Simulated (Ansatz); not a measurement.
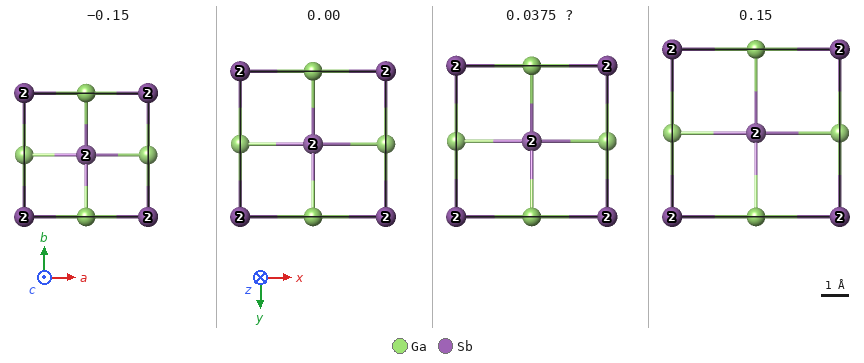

A scan of solid GaSb (I-4m2): the cell is strained equally along x and y, with the atoms kept at their fractional coordinates. x, y and z are the Cartesian axes of the input. A ball-and-stick model of the conventional cell (2 times the calculation's cell), seen along the c axis. Lengths and directions refer to the drawn axes.

Theory: DFT PBE, scalar-relativistic, plane waves, PAW (Ansatz). Set-up: plane-wave cutoff 420 eV; k-point mesh 22 × 22 × 22; occupations gaussian; smearing width 0.15 eV; no spin polarisation. Energies (free energies at the smearing named) are counted from the relaxed crystal.

```tsv
strain	ΔE (meV/atom)
−0.1500	750
−0.0750	142
0.0000	0
0.0375	?
0.1125	165
0.1500	258
```

Q: One row is withheld. What is its energy?

A: A straight line between the two neighbours gives 55 meV/atom. A cubic through the four nearest rows (−0.0750, 0.0000, 0.1125, 0.1500) gives, with Lagrange weights, (−0.1000)(142) + (0.7500)(0) + (0.6000)(165) + (−0.2500)(258) = 20 meV/atom. The calculation gives 23 meV/atom, so the cubic is 3 meV/atom too low and the straight line 32 meV/atom too high, as the curve bends upwards here.

The whole profile:

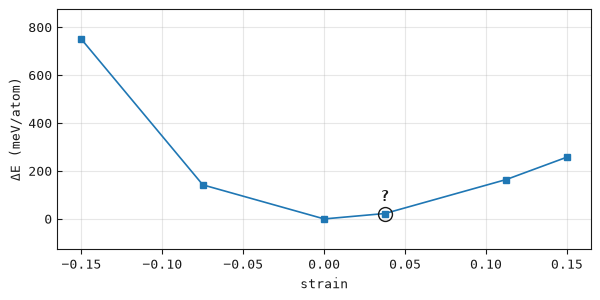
